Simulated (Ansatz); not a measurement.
## C: a changed input and its effect

System: C (Immm, 1 atom in the cell).
Method of run A: DFT PBE, scalar-relativistic, plane waves, PAW, spin-polarised (Ansatz 0.2.0).

The structure was made by a generator, so it may or may not be a known phase. Text and figures count atoms from 1; the logs count them from 0 in places.

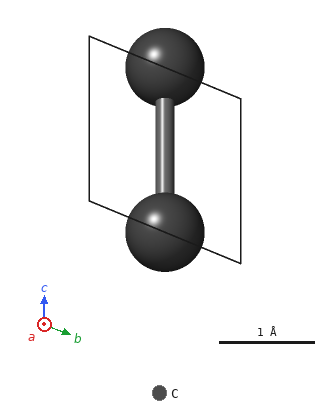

**Figure 1.** The structure (ball-and-stick view of the reduced cell, along the a axis; atoms are numbered from 1 in the order of the input). An atom can appear more than once, as a periodic image. Near neighbours in the periodic cell (some may lie outside the picture): C has 12 C at 1.93 to 2.04 Å.

**Input file, run A**
```yaml
crystal:
  lattice:
    - [-1.01269405, 1.02112531, 1.2929067]
    - [1.01269405, -1.02112531, 1.2929067]
    - [1.01269405, 1.02112531, -1.2929067]
  atoms:
    - { symbol: C, position: [0.0, 0.5, 0.5], spin: 1.0 }
basis:
  ecutwfc: 420
kpoints:
  mp_grid: { grid: [12, 12, 12] }
hamiltonian:
  xc: pbe
scf:
  occupations: { method: gaussian, width: 0.1 }
  lower_state_search: "off"
output:
  forces: true
  stress: true
  eigenvalues: true
  populations: true
magnetization:
  spin_polarized: true
```

Command:
```bash
ansatz run input.yaml --threads 1 --pin off --max-ram 2560MiB --backend cpu --events-out ev --progress --plain --runs-dir out
```

Hardware: 1 thread of Intel Xeon @ 2.50GHz (Skylake/Cascade Lake), 189 GiB of memory available, shared host.

**Output, shortened to warnings, some set-up lines, iterations and results (run A)**
```
WARN: the starting moments were not kept: the SCF closed with an absolute magnetisation of 3.8e-7 μB, where they sum to 1 μB in size (1 site). That is at most 0.1 of that sum. Measured as dr2_m measures the in/out step, that magnetisation stands 1.2e-13 eV from none, at or under the dr2_threshold of 1.0e-7 eV: it is no larger than a step whose dr2_m would equal this threshold. The system may hold …
Basis set: ecut = 420 eV, 105 PW (Γ), exchange–correlation on 30×30×30 points (8 copies of the dense FFT grid, shifted against one another)
Symmetry: 8 space group operations
k-points: 280 of 1728
Initial density: superposition of atomic densities (chi_scale 0.1, normalization cell)
[...]
SCF iter   1: F=—  HF=-245.745894 eV  |F-HF|=—  |Δ(HF+E_count)|=         —  Δρ=7.46e-2 (↑7.25e-2 ↓7.46e-2)  dr2=1.34e-2  dr2_m=2.57e-1  M=0.266 μB ∫|m|=0.266 μB  β_m=0.30  …
SCF iter   2: F=—  HF=-245.874063 eV  |F-HF|=—  |Δ(HF+E_count)|=   1.28e-1  Δρ=5.87e-2 (↑5.75e-2 ↓5.87e-2)  dr2=6.32e-3  dr2_m=1.62e-1  M=0.205 μB ∫|m|=0.205 μB  β_m=0.30  …
SCF iter   3: F=—  HF=-245.955503 eV  |F-HF|=—  |Δ(HF+E_count)|=   8.14e-2  Δρ=4.58e-2 (↑4.58e-2 ↓4.58e-2)  dr2=2.61e-5  dr2_m=1.03e-1  M=0.152 μB ∫|m|=0.152 μB  β_m=0.30  …
SCF iter   4: F=—  HF=-246.001921 eV  |F-HF|=—  |Δ(HF+E_count)|=   4.64e-2  Δρ=3.61e-2 (↑3.61e-2 ↓3.61e-2)  dr2=1.09e-5  dr2_m=6.39e-2  M=0.115 μB ∫|m|=0.115 μB  β_m=0.30  …
SCF iter   5: F=—  HF=-246.030093 eV  |F-HF|=—  |Δ(HF+E_count)|=   2.82e-2  Δρ=2.85e-2 (↑2.85e-2 ↓2.85e-2)  dr2=7.64e-6  dr2_m=3.99e-2  M=0.086 μB ∫|m|=0.086 μB  β_m=0.30  …
[... 5 lines ...]
SCF iter  11: F=-246.072182 eV  HF=-246.072182 eV  |F-HF|=2.62e-8  |Δ(HF+E_count)|=   4.82e-6  Δρ=2.76e-5 (↑2.76e-5 ↓2.26e-5)  dr2=2.31e-9  dr2_m=2.99e-8  M=-0.000 μB …
SCF iter  12: F=-246.072182 eV  HF=-246.072182 eV  |F-HF|=7.86e-10  |Δ(HF+E_count)|=   3.56e-8  Δρ=3.99e-6 (↑3.90e-6 ↓3.99e-6)  dr2=1.86e-11  dr2_m=7.54e-10  M=-0.000 μB …
SCF iter  13: F=-246.072182 eV  HF=-246.072182 eV  |F-HF|=2.26e-11  |Δ(HF+E_count)|=   1.05e-9  Δρ=7.94e-7 (↑6.70e-7 ↓7.94e-7)  dr2=1.25e-12  dr2_m=2.59e-11  M=0.000 μB …
SCF iter  14: F=-246.072182 eV  HF=-246.072182 eV  |F-HF|=4.26e-13  |Δ(HF+E_count)|=  3.31e-11  Δρ=1.09e-7 (↑1.09e-7 ↓8.76e-8)  dr2=5.70e-14  dr2_m=4.51e-13  M=0.000 μB …
SCF 1 converged in 14 iterations: F = -246.072182 eV  dr2 = 5.70e-14
SCF converged after 14 iterations
Magnetization: 0.0000 μB (2.0000 up, 2.0000 down)
Absolute magnetization: 0.0000 μB (∫|ρ↑−ρ↓|)
Spin contamination: 0.0000 ħ² per cell (⟨S²⟩ above its minimum at these occupations)
Per-site moments (μB) at R_I (Å): [(3.110763169546112e-7, 0.7977214491902385)]
Free energy (F): -246.072182 eV
Harris-Foulkes:  -246.072182 eV  (|F-HF|=4.26e-13)
Internal energy: -246.070434 eV  (E = F + TS)
E sigma→0 (E₀):  -246.071308 eV
Entropy (-TS):   -0.001749 eV (-1.749 meV/atom)
Fermi energy:    16.138034 eV
--- Per-component energies (eV) ---
  E_band       = 28.849022
  E_kinetic    = 85.927325
  E_local      = -27.681437  (includes V_loc(G=0)·N_el)
  E_nonlocal   = 28.708846
  E_hartree    = 3.383300
  E_xc         = -48.470980
  E_vxc        = -60.175008  (∫ρ·V_xc dr)
  E_paw        = -97.690889  (= ΣΔE_a)
  E_vpaw       = -4.697307  (= ΣTr[D̂ρ^β])
  E_aug_tail   = 0.000002  (compensation charges beyond the density's cutoff)
  E_ewald      = -190.246601
  E_smearing   = -0.001749  (= −TS)
  E_closure    = -0.000000  (closes the sum)
  Σ components = -246.072182   (vs F -246.072182, Δ=0.00e0)
--- Forces (eV/Å), atoms counted from 1 ---
  atom   1  C      0.00000000     0.00000000     0.00000000
  max |Σ_I F_I| component: 0.00e0 eV/Å
--- Stress (GPa, compression-positive) ---
      101.339993       0.000000       0.000000
        0.000000     106.538191       0.000000
        0.000000       0.000000      23.180320
  P = ⅓ Tr σ = 77.0195 GPa (770.195 kbar)
--- Löwdin populations: 1 site ---
  site symbol       q [e]    m [muB]
     0      C      3.9680     0.0000
  spilling = 0.007991 (of n_electrons = 4.000000)
```

For run B the input was changed thus:
```diff
-    - { symbol: C, position: [0.0, 0.5, 0.5], spin: 1.0 }
+    - { symbol: C, position: [0.0, 0.5, 0.5] }
-  populations: true
-magnetization:
-  spin_polarized: true
```

Predict how the results change.

The energy is the same within 0.01 meV per atom. The SCF takes 6 iterations against 14. On the same kind of shared host run B took about 0.21 times as long. The two runs start from different initial densities, which also moves the count.

**Output, shortened to warnings, some set-up lines, iterations and results (run B)**
```
Basis set: ecut = 420 eV, 105 PW (Γ), exchange–correlation on 30×30×30 points (8 copies of the dense FFT grid, shifted against one another)
Symmetry: 8 space group operations
k-points: 280 of 1728
Initial density: superposition of atomic densities (neutral atoms: chi_scale 0, normalization atom), corrected by the library's trained network
[...]
SCF iter   1: F=—  HF=-246.071928 eV  |F-HF|=—  |Δ(HF+E_count)|=         —  Δρ=5.37e-3  dr2=5.61e-4  ethr=1.77e-3  ⟨swp⟩=4.8  Hψ=12926  notcnv=0
SCF iter   2: F=—  HF=-246.072086 eV  |F-HF|=—  |Δ(HF+E_count)|=   1.57e-4  Δρ=2.45e-3  dr2=1.03e-4  ethr=1.40e-5  ⟨swp⟩=1.1  Hψ=3944  notcnv=0
SCF iter   3: F=—  HF=-246.072181 eV  |F-HF|=—  |Δ(HF+E_count)|=   9.56e-5  Δρ=1.94e-4  dr2=6.44e-7  ethr=2.59e-6  ⟨swp⟩=2.0  Hψ=2154  notcnv=0
SCF iter   4: F=—  HF=-246.072182 eV  |F-HF|=—  |Δ(HF+E_count)|=   9.74e-7  Δρ=4.56e-5  dr2=6.06e-8  ethr=1.61e-8  ⟨swp⟩=2.3  Hψ=2146  notcnv=0
SCF iter   5: F=-246.072182 eV  HF=-246.072182 eV  |F-HF|=5.89e-10  |Δ(HF+E_count)|=   1.76e-8  Δρ=8.79e-6  dr2=2.21e-9  ethr=1.51e-9  ⟨swp⟩=1.8  Hψ=2012  notcnv=0
SCF iter   6: F=-246.072182 eV  HF=-246.072182 eV  |F-HF|=8.53e-13  |Δ(HF+E_count)|=  4.29e-10  Δρ=4.55e-7  dr2=5.92e-12  ethr=5.53e-11  ⟨swp⟩=1.6  Hψ=5443  notcnv=0
SCF 1 converged in 6 iterations: F = -246.072182 eV  dr2 = 5.92e-12
SCF converged after 6 iterations
Free energy (F): -246.072182 eV
Harris-Foulkes:  -246.072182 eV  (|F-HF|=8.53e-13)
Internal energy: -246.070434 eV  (E = F + TS)
E sigma→0 (E₀):  -246.071308 eV
Entropy (-TS):   -0.001749 eV (-1.749 meV/atom)
Fermi energy:    16.138036 eV
--- Per-component energies (eV) ---
  E_band       = 28.849027
  E_kinetic    = 85.927323
  E_local      = -27.681431  (includes V_loc(G=0)·N_el)
  E_nonlocal   = 28.708843
  E_hartree    = 3.383299
  E_xc         = -48.470980
  E_vxc        = -60.175008  (∫ρ·V_xc dr)
  E_paw        = -97.690888  (= ΣΔE_a)
  E_vpaw       = -4.697305  (= ΣTr[D̂ρ^β])
  E_aug_tail   = 0.000002  (compensation charges beyond the density's cutoff)
  E_ewald      = -190.246601
  E_smearing   = -0.001749  (= −TS)
  E_closure    = 0.000000  (closes the sum)
  Σ components = -246.072182   (vs F -246.072182, Δ=0.00e0)
--- Forces (eV/Å), atoms counted from 1 ---
  atom   1  C      0.00000000     0.00000000     0.00000000
  max |Σ_I F_I| component: 9.86e-32 eV/Å
--- Stress (GPa, compression-positive) ---
      101.340005       0.000000       0.000000
        0.000000     106.538206       0.000000
        0.000000       0.000000      23.180336
  P = ⅓ Tr σ = 77.0195 GPa (770.195 kbar)
```

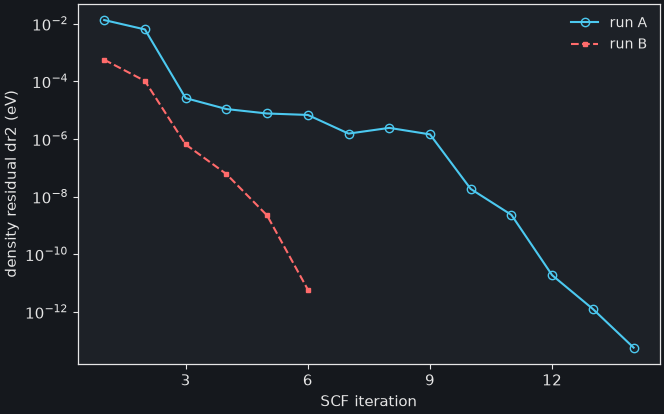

**Figure 2.** Convergence of the two runs: density residual dr2 against the SCF iteration. Run A takes 14 iterations in all, and run B takes 6.

**The two runs side by side**

| quantity | run A | run B |
| --- | --- | --- |
| outcome | converged | converged |
| free energy per atom (eV) | −246.0722 | −246.0722 |
| energy per atom, smearing taken to zero (eV) | −246.0713 | −246.0713 |
| gap on the mesh (eV) | 0.00 | 0.00 |
| net moment of the cell (μB) | 0.00 | – |
| absolute moment of the cell (μB) | 0.00 | – |
| pressure (GPa) | 77.02 | 77.02 |
| largest force (eV/Å) | 0.000 | 0.000 |
| SCF iterations | 14 | 6 |
| irreducible k-points | 280 | 280 |
| plane waves at Γ | 105 | 105 |
| wall time (shared host) | 11 s | 2.4 s |

For run A: Warnings: some starting moments were not kept.
